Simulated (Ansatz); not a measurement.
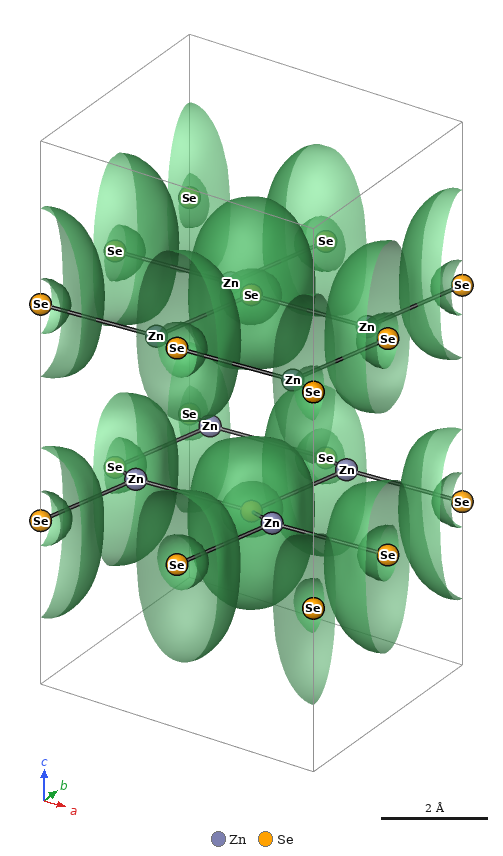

*ZnSe. Isosurface of the ELF at 0.65 (green), seen slightly off an axis. Only the valence region is drawn (cores and ρ < 0.01 e/Å³ removed). Sticks mark near contacts.*

A structure generated by program, which may or may not match a known phase.

Level of theory: DFT PBE+D3(BJ), scalar-relativistic, plane waves, PAW in Ansatz.

Describe the localisation domains.

The ELF exceeds this value in two regions wrapped around Se (the valence shell of each), counted in one cell of 4 atoms. Counts are for one cell; the picture repeats the cell along the surface. Along the contacts the grid gives the following. Zn–Se (2.37 Å): the ELF is about 0.60 at the midpoint.
